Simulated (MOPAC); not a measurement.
**Run report: C4H2O3, geometry relaxation (part 2 of 2)**

Continued. System: C4H2O3, SMILES O=C1C=CC(=O)O1. Method: PM6-D3, closed shell, dispersion D3 (MOPAC 23.2.5). The atoms were displaced at random from an optimised geometry.

Geometry of the input (Å):
```
O  1.5586  -0.9121  -1.6806
C  0.8021  -0.3997  -0.9425
C  0.1256  -1.0018  0.2885
C  -0.6098  -0.0434  0.8566
C  -0.4173  1.2329  0.0371
O  -0.8892  2.3091  0.1818
O  0.4324  0.9266  -1.0004
H  0.2329  -2.0234  0.5603
H  -1.2393  -0.0502  1.7008
```

## Trajectory as extended XYZ, continued
```
9
Properties=species:S:1:pos:R:3:forces:R:3 step=6 energy=-3.70726
O     1.5708   -0.9046   -1.7146    0.4218  -0.2510  -0.4819
C     0.8265   -0.4491   -0.9207   -0.4545   0.3916   0.5054
C     0.1162   -1.0063    0.2903   -0.2873   0.5889   0.0809
C    -0.6118   -0.0329    0.8590    0.2934  -0.4026  -0.3137
C    -0.4471    1.2375    0.0623    0.0145   0.0570  -0.0017
O    -0.8933    2.3339    0.1770    0.0338  -0.0386  -0.0290
O     0.4401    0.9326   -1.0119   -0.0089  -0.1390   0.0569
H     0.2386   -2.0369    0.5577    0.0225  -0.2016   0.0982
H    -1.2493   -0.0547    1.7268   -0.0352  -0.0048   0.0848
9
Properties=species:S:1:pos:R:3:forces:R:3 step=7 energy=-3.70872
O     1.5717   -0.9060   -1.7169    0.0145   0.0217  -0.0165
C     0.8252   -0.4416   -0.9169    0.0497  -0.0941  -0.0926
C     0.1147   -1.0012    0.2844   -0.1813   0.0200   0.3095
C    -0.6113   -0.0351    0.8580    0.0968  -0.1264  -0.1219
C    -0.4465    1.2431    0.0652    0.1923  -0.8133   0.0344
O    -0.8922    2.3294    0.1745   -0.2472   0.7326   0.0363
O     0.4394    0.9259   -1.0096    0.0546   0.1864  -0.1040
H     0.2387   -2.0419    0.5651   -0.0063   0.0923  -0.0322
H    -1.2494   -0.0549    1.7305    0.0270  -0.0193  -0.0130
9
Properties=species:S:1:pos:R:3:forces:R:3 step=9 energy=-3.71330
O     1.5737   -0.9060   -1.7197   -0.1052   0.0690   0.0985
C     0.8252   -0.4440   -0.9194    0.0125  -0.0069   0.0124
C     0.1124   -1.0049    0.2937    0.0708   0.1690  -0.1980
C    -0.6116   -0.0372    0.8576   -0.0119   0.0287  -0.0192
C    -0.4471    1.2382    0.0655    0.0004  -0.0412  -0.0178
O    -0.8925    2.3342    0.1739    0.0101   0.0100   0.0037
O     0.4403    0.9320   -1.0114    0.0219  -0.1248   0.0382
H     0.2386   -2.0393    0.5633    0.0140  -0.0997   0.0495
H    -1.2491   -0.0558    1.7292   -0.0126  -0.0042   0.0327
9
Properties=species:S:1:pos:R:3:forces:R:3 step=10 energy=-3.71420
O     1.5720   -0.9049   -1.7178    0.0852  -0.0486  -0.0990
C     0.8255   -0.4446   -0.9188   -0.1008   0.0879   0.0986
C     0.1138   -1.0025    0.2896   -0.0281   0.0268   0.0273
C    -0.6117   -0.0366    0.8579    0.0220  -0.0303  -0.0581
C    -0.4474    1.2380    0.0652    0.0241  -0.0759  -0.0177
O    -0.8920    2.3336    0.1740   -0.0128   0.0702   0.0012
O     0.4404    0.9301   -1.0108    0.0053  -0.0237   0.0186
H     0.2388   -2.0406    0.5646    0.0047   0.0054   0.0102
H    -1.2489   -0.0559    1.7301    0.0005  -0.0119   0.0189
9
Properties=species:S:1:pos:R:3:forces:R:3 step=11 energy=-3.71430
O     1.5721   -0.9048   -1.7187   -0.0117   0.0112   0.0062
C     0.8249   -0.4430   -0.9183    0.0184  -0.0431  -0.0056
C     0.1140   -1.0029    0.2903   -0.0126   0.0199  -0.0054
C    -0.6119   -0.0363    0.8557   -0.0436  -0.0507   0.0806
C    -0.4474    1.2375    0.0655   -0.0241   0.0077  -0.0103
O    -0.8918    2.3339    0.1736    0.0139   0.0170  -0.0058
O     0.4405    0.9288   -1.0098    0.0177   0.0399  -0.0231
H     0.2390   -2.0406    0.5659    0.0067   0.0050   0.0086
H    -1.2488   -0.0564    1.7320    0.0352  -0.0068  -0.0452
9
Properties=species:S:1:pos:R:3:forces:R:3 step=12 energy=-3.71423
O     1.5725   -0.9046   -1.7196   -0.0760   0.0448   0.0813
C     0.8248   -0.4432   -0.9178    0.0726  -0.0529  -0.0846
C     0.1133   -1.0021    0.2902    0.0293  -0.0646  -0.0005
C    -0.6124   -0.0383    0.8584   -0.0075   0.0786  -0.0635
C    -0.4477    1.2373    0.0648   -0.0376   0.0384   0.0247
O    -0.8915    2.3348    0.1733    0.0380  -0.0666  -0.0102
O     0.4410    0.9293   -1.0104   -0.0058   0.0114   0.0156
H     0.2391   -2.0406    0.5670    0.0068   0.0214  -0.0042
H    -1.2485   -0.0570    1.7300   -0.0199  -0.0105   0.0413
9
Properties=species:S:1:pos:R:3:forces:R:3 step=14 energy=-3.71451
O     1.5719   -0.9042   -1.7192    0.0039  -0.0064  -0.0058
C     0.8250   -0.4435   -0.9183   -0.0047  -0.0084   0.0088
C     0.1139   -1.0027    0.2905   -0.0037   0.0094  -0.0034
C    -0.6127   -0.0372    0.8567   -0.0056  -0.0091  -0.0010
C    -0.4482    1.2373    0.0653   -0.0027  -0.0077  -0.0104
O    -0.8910    2.3343    0.1732    0.0073   0.0100  -0.0022
O     0.4411    0.9292   -1.0100   -0.0038   0.0164   0.0085
H     0.2395   -2.0400    0.5677    0.0088   0.0022   0.0031
H    -1.2482   -0.0575    1.7310    0.0005  -0.0063   0.0024
9
Properties=species:S:1:pos:R:3:forces:R:3 step=15 energy=-3.71454
O     1.5718   -0.9041   -1.7195   -0.0072   0.0012   0.0061
C     0.8250   -0.4436   -0.9182    0.0050  -0.0096  -0.0037
C     0.1139   -1.0026    0.2905   -0.0022  -0.0006  -0.0009
C    -0.6130   -0.0374    0.8566   -0.0097  -0.0025   0.0035
C    -0.4485    1.2371    0.0650   -0.0060   0.0016  -0.0010
O    -0.8908    2.3345    0.1730    0.0063   0.0023  -0.0009
O     0.4412    0.9294   -1.0095    0.0025   0.0078  -0.0003
H     0.2398   -2.0398    0.5685    0.0089   0.0045   0.0005
H    -1.2481   -0.0580    1.7314    0.0023  -0.0046  -0.0033
9
Properties=species:S:1:pos:R:3:forces:R:3 step=16 energy=-3.71456
O     1.5716   -0.9040   -1.7198   -0.0049  -0.0012   0.0046
C     0.8251   -0.4439   -0.9181    0.0019   0.0008  -0.0041
C     0.1141   -1.0025    0.2906   -0.0018  -0.0020   0.0005
C    -0.6134   -0.0377    0.8565   -0.0059   0.0032  -0.0015
C    -0.4489    1.2370    0.0647   -0.0022   0.0049   0.0035
O    -0.8904    2.3347    0.1729    0.0031  -0.0021   0.0004
O     0.4414    0.9296   -1.0092    0.0023  -0.0022  -0.0008
H     0.2405   -2.0394    0.5695    0.0094   0.0007  -0.0006
H    -1.2478   -0.0588    1.7316   -0.0019  -0.0021  -0.0019
9
Properties=species:S:1:pos:R:3:forces:R:3 step=17 energy=-3.71457
O     1.5714   -0.9040   -1.7199   -0.0034  -0.0021   0.0032
C     0.8251   -0.4438   -0.9182   -0.0004   0.0018  -0.0005
C     0.1142   -1.0025    0.2907   -0.0010  -0.0030  -0.0004
C    -0.6138   -0.0378    0.8563   -0.0012   0.0005  -0.0010
C    -0.4492    1.2369    0.0647    0.0015   0.0035   0.0018
O    -0.8901    2.3349    0.1728   -0.0003   0.0006   0.0016
O     0.4415    0.9296   -1.0090    0.0018  -0.0028  -0.0022
H     0.2412   -2.0391    0.5702    0.0087   0.0016  -0.0020
H    -1.2476   -0.0595    1.7316   -0.0057   0.0000  -0.0004
9
Properties=species:S:1:pos:R:3:forces:R:3 step=18 energy=-3.71458
O     1.5712   -0.9042   -1.7198    0.0016  -0.0042  -0.0016
C     0.8251   -0.4437   -0.9181   -0.0027   0.0023   0.0002
C     0.1143   -1.0024    0.2907   -0.0017   0.0025   0.0009
C    -0.6141   -0.0380    0.8560    0.0006   0.0034   0.0005
C    -0.4494    1.2370    0.0646    0.0041  -0.0024   0.0012
O    -0.8899    2.3351    0.1729   -0.0005  -0.0007   0.0012
O     0.4417    0.9296   -1.0091   -0.0030   0.0000   0.0026
H     0.2422   -2.0387    0.5706    0.0077  -0.0029  -0.0015
H    -1.2477   -0.0602    1.7317   -0.0060   0.0019  -0.0033
9
Properties=species:S:1:pos:R:3:forces:R:3 step=20 energy=-3.71459
O     1.5710   -0.9049   -1.7196    0.0014   0.0010  -0.0040
C     0.8250   -0.4434   -0.9183   -0.0020  -0.0003   0.0028
C     0.1145   -1.0022    0.2907    0.0027   0.0004   0.0001
C    -0.6145   -0.0380    0.8557    0.0034  -0.0032   0.0003
C    -0.4495    1.2371    0.0647    0.0021  -0.0029  -0.0015
O    -0.8897    2.3352    0.1732   -0.0002   0.0007   0.0007
O     0.4416    0.9298   -1.0091   -0.0012   0.0009   0.0004
H     0.2445   -2.0384    0.5703    0.0016   0.0001   0.0006
H    -1.2484   -0.0608    1.7309   -0.0080   0.0034   0.0006
9
Properties=species:S:1:pos:R:3:forces:R:3 step=21 energy=-3.71459
O     1.5708   -0.9051   -1.7195   -0.0019   0.0046  -0.0016
C     0.8249   -0.4434   -0.9182    0.0033  -0.0019  -0.0019
C     0.1146   -1.0022    0.2908    0.0041  -0.0001   0.0016
C    -0.6145   -0.0380    0.8557   -0.0009  -0.0015   0.0003
C    -0.4493    1.2371    0.0647   -0.0023  -0.0003   0.0008
O    -0.8897    2.3352    0.1735    0.0022  -0.0029  -0.0001
O     0.4415    0.9298   -1.0092    0.0009   0.0002  -0.0014
H     0.2456   -2.0383    0.5700   -0.0016   0.0005   0.0027
H    -1.2495   -0.0604    1.7303   -0.0037   0.0013  -0.0004
9
Properties=species:S:1:pos:R:3:forces:R:3 step=22 energy=-3.71460
O     1.5707   -0.9051   -1.7196   -0.0021   0.0041  -0.0009
C     0.8249   -0.4434   -0.9182    0.0036  -0.0018  -0.0017
C     0.1147   -1.0022    0.2909    0.0040   0.0000   0.0014
C    -0.6146   -0.0381    0.8557   -0.0009  -0.0008  -0.0001
C    -0.4493    1.2371    0.0646   -0.0022  -0.0004   0.0013
O    -0.8896    2.3352    0.1735    0.0017  -0.0024  -0.0002
O     0.4416    0.9298   -1.0092    0.0006  -0.0003  -0.0012
H     0.2459   -2.0383    0.5704   -0.0020   0.0013   0.0022
H    -1.2499   -0.0603    1.7300   -0.0027   0.0005  -0.0008
9
Properties=species:S:1:pos:R:3:forces:R:3 step=23 energy=-3.71461
O     1.5701   -0.9044   -1.7206    0.0008  -0.0038   0.0009
C     0.8251   -0.4437   -0.9180    0.0020   0.0024  -0.0003
C     0.1154   -1.0022    0.2916    0.0007   0.0017   0.0006
C    -0.6154   -0.0384    0.8552    0.0008   0.0015   0.0003
C    -0.4495    1.2368    0.0644    0.0009   0.0019  -0.0002
O    -0.8889    2.3352    0.1736   -0.0024   0.0000   0.0009
O     0.4418    0.9297   -1.0089   -0.0009  -0.0001  -0.0015
H     0.2473   -2.0377    0.5726   -0.0012   0.0001  -0.0005
H    -1.2519   -0.0598    1.7287   -0.0006  -0.0038  -0.0002
9
Properties=species:S:1:pos:R:3:forces:R:3 step=25 energy=-3.71461
O     1.5702   -0.9048   -1.7203    0.0004  -0.0002  -0.0002
C     0.8251   -0.4435   -0.9180    0.0013   0.0002   0.0006
C     0.1153   -1.0021    0.2914    0.0019   0.0009   0.0003
C    -0.6152   -0.0383    0.8553    0.0009   0.0000   0.0000
C    -0.4495    1.2369    0.0645   -0.0003  -0.0002   0.0001
O    -0.8891    2.3352    0.1738   -0.0007   0.0000  -0.0004
O     0.4417    0.9298   -1.0091   -0.0008   0.0002  -0.0003
H     0.2471   -2.0378    0.5720   -0.0013   0.0007   0.0002
H    -1.2516   -0.0602    1.7289   -0.0014  -0.0015  -0.0003
9
Properties=species:S:1:pos:R:3:forces:R:3 step=26 energy=-3.71461
O     1.5701   -0.9050   -1.7204    0.0005   0.0015   0.0001
C     0.8253   -0.4434   -0.9180    0.0001  -0.0002   0.0005
C     0.1156   -1.0019    0.2916    0.0007  -0.0004   0.0002
C    -0.6154   -0.0383    0.8551    0.0005   0.0000   0.0004
C    -0.4495    1.2369    0.0645   -0.0006  -0.0005  -0.0004
O    -0.8890    2.3352    0.1740   -0.0002   0.0002  -0.0012
O     0.4416    0.9298   -1.0092   -0.0001   0.0003   0.0002
H     0.2472   -2.0376    0.5723   -0.0001  -0.0005   0.0000
H    -1.2522   -0.0606    1.7284   -0.0009  -0.0004   0.0001
9
Properties=species:S:1:pos:R:3:forces:R:3 step=27 energy=-3.71461
O     1.5701   -0.9050   -1.7204    0.0008   0.0010   0.0006
C     0.8253   -0.4435   -0.9180   -0.0001   0.0000   0.0002
C     0.1156   -1.0019    0.2916    0.0004  -0.0003   0.0001
C    -0.6154   -0.0383    0.8551    0.0003   0.0000   0.0003
C    -0.4495    1.2369    0.0645   -0.0003  -0.0001  -0.0001
O    -0.8890    2.3352    0.1739   -0.0005  -0.0001  -0.0010
O     0.4416    0.9297   -1.0091   -0.0001   0.0002   0.0001
H     0.2472   -2.0376    0.5724    0.0000  -0.0003  -0.0001
H    -1.2523   -0.0606    1.7283   -0.0005  -0.0005   0.0000
```

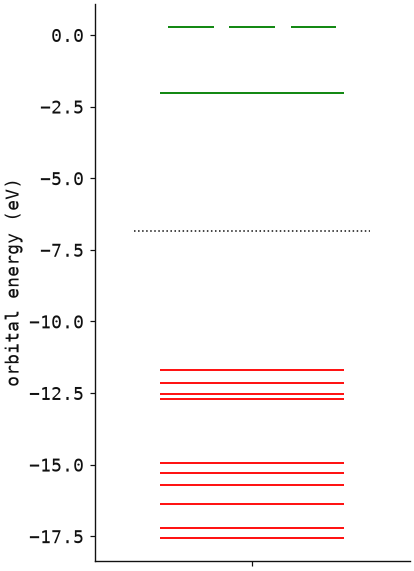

*Orbital energies near the frontier; the dotted line parts filled from empty levels, and levels within 0.02 eV of each other stand side by side.*

Highest filled −11.68 eV, lowest empty −2.03 eV, 9.65 eV apart.

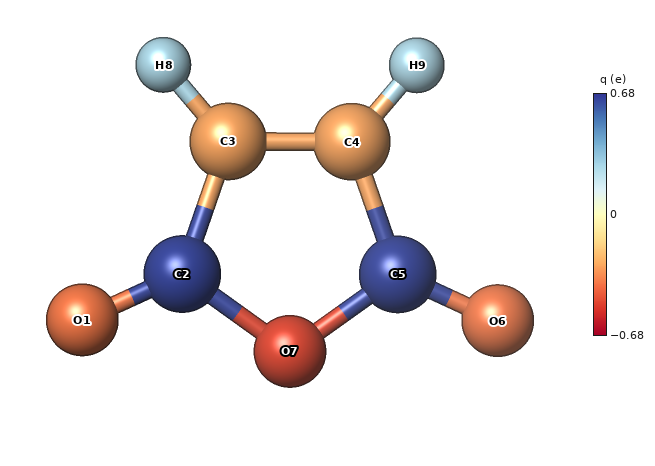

*Mulliken charges, as the colour of each atom (ball-and-stick view, seen at a tilt; atoms are numbered from 1 in the order of the input).*

By element: O −0.49 to −0.38, C −0.29 to +0.65 and H +0.27 e.

## Results in brief

| quantity | value |
| --- | --- |
| outcome | converged |
| total energy | −51.090707 hartree |
| dispersion energy | −0.002072 hartree |
| heat of formation | −85.66 kcal/mol |
| basis functions | 30 |
| largest force | 0.001 eV/Å |
| HOMO | −11.68 eV |
| LUMO | −2.03 eV |
| dipole moment | 4.52 D |
| hardware | 1 thread of AMD EPYC (Zen 3), 176 GiB of memory available, shared host |
| peak memory | 0.069 GiB |

MOPAC's energies along a path are heats of formation.
